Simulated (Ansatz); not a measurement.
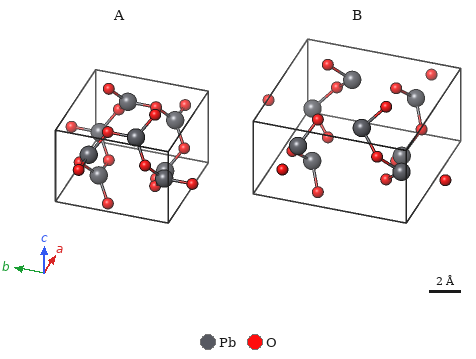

Two geometries of crystalline PbO (a generated structure, set up in I-42d) (coarse preliminary run), drawn at one scale. One is the start of a relaxation, the other its converged end. Style: ball-and-stick. Shown: the conventional cell (2 times the calculation's cell), from a free direction. Lengths and directions refer to the drawn axes.

Method: Ansatz, DFT PBE, scalar-relativistic, plane waves, PAW. Set-up: plane-wave cutoff 420 eV; k-point mesh 4 × 4 × 4; occupations gaussian; smearing width 0.1 eV; no spin polarisation; cell and atoms relaxed; force threshold 0.04 eV/Å; at most 70 steps.

Which geometry has the lower energy?

Answer. Structure B is the relaxed one. After 18 accepted moves (21 points after the start) the energy has fallen by 1567 meV per atom. The largest force component goes from 0.23 to 0.038 eV/Å. The pressure goes from 46.80 to −0.03 GPa. At 3 points the geometry stayed and the basis and grid were re-selected for the new cell (energy shift of 130 meV per atom at most each time). The largest moves relative to the cell, 0.45 Å, are those of O atoms. By element the largest moves are O 0.45 Å, Pb 0.05 Å. The volume changes by +87.3 %, with a = b 7.842 → 10.643 Å (+35.7 %), c 5.545 → 5.640 Å (+1.7 %). Among the contacts that change: O–Pb 1.961 → 3.056 Å, O–Pb 1.961 → 2.163 Å. Bonds break: O–Pb (1.96 → 3.06 Å). Bond angles that change, for instance: O–Pb–O 120.0° → 100.7°, Pb–O–Pb 120.0° → 131.7°. The space group stays I-42d (No. 122). The run took 5.2 min on 1 thread of Arm Neoverse V1 (shared host), peak memory 0.56 GiB.
